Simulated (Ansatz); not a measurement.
**Ti: density, localisation and related maps**

Input

```
crystal:
  lattice:
    - [2.9382568838, 0.0, 0.0]
    - [-1.4691284419, 2.5446051042, 0.0]
    - [0.0, 0.0, 4.6505573013]
  atoms:
    - { symbol: Ti, position: [0.3333333333, 0.6666666667, 0.2272070328] }
    - { symbol: Ti, position: [0.6666666667, 0.3333333333, 0.7727929672] }
basis:
  ecutwfc: 520.0
kpoints:
  mp_grid: { grid: [18, 18, 10] }
hamiltonian:
  xc: pbe
  pseudopotentials: { kind: paw, azcp: { folder: soft_1 } }
scf:
  occupations: { method: gaussian, width: 0.15 }
output:
  forces: true
  stress: true
  eigenvalues: true
  write_density: true
  write_potential: true
  elf: true
  volumetric_format: npy
```

Command:

```sh
ansatz run input.yaml --threads 1 --pin off --max-ram 2048MiB --backend cpu --events-out ev --progress --plain --runs-dir out
```

Below, planes, directions and counts refer to the conventional cell (a = 2.94 Å, b = 2.94 Å, c = 4.65 Å, α = 90.00°, β = 90.00°, γ = 120.00°).

Space group P-3m1; not relaxed (largest force 1.0 eV/Å); computed pressure about 2 GPa in this cell; computed without spin polarisation; PAW files of the earlier set (soft_1).

These are results of Ansatz, DFT PBE, scalar-relativistic, plane waves, PAW, not measurements.

Core electrons are frozen (PAW), and the valence fields are smoothed inside the atomic spheres.

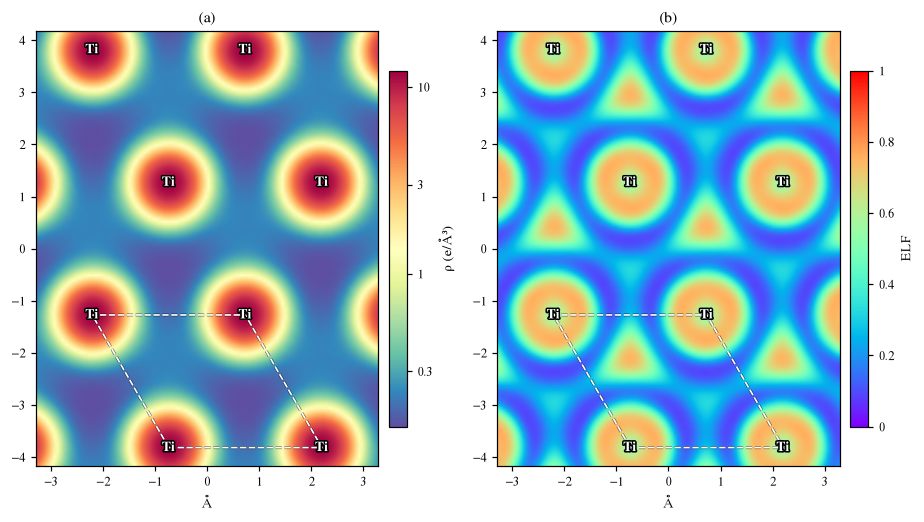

Figure 1. (a) valence electron density; (b) electron localisation function on the (001) plane of the conventional cell.

> Describe what can be read from this map.

The section cuts through Ti sites.
Ti–Ti (2.94 Å): ρ at the midpoint is about 0.19 e/Å³; the ELF is about 0.30 at the midpoint: no localised pair shows between them.
Between the atoms the lowest density in this plane is 0.15 e/Å³.
The features right at Ti lie inside the PAW spheres, where the map follows smoothed inner orbitals and isn't to be read closely.

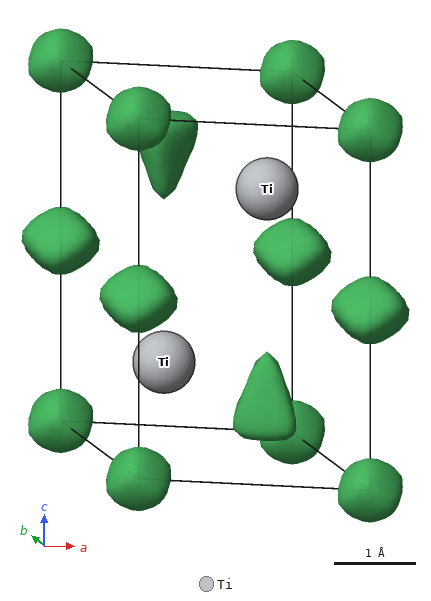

Figure 2. Isosurface of the ELF at 0.65 (green), seen slightly off an axis. Only the valence region is drawn (cores and ρ < 0.01 e/Å³ removed).

> Describe the localisation domains.

The surface consists of four pockets between the atoms, centred on no nucleus (multi-centre or interstitial), counted in one cell of 2 atoms. Regions shared between cells count once. There are no localised bonds or lone pairs at this value. Profiles from the grid: Ti–Ti (2.71 Å): the ELF is about 0.15 at the midpoint: no shared electron pair shows on this line.

> Does the calculation give a band gap?

It is metallic or semimetallic at this level of theory: no gap opens.
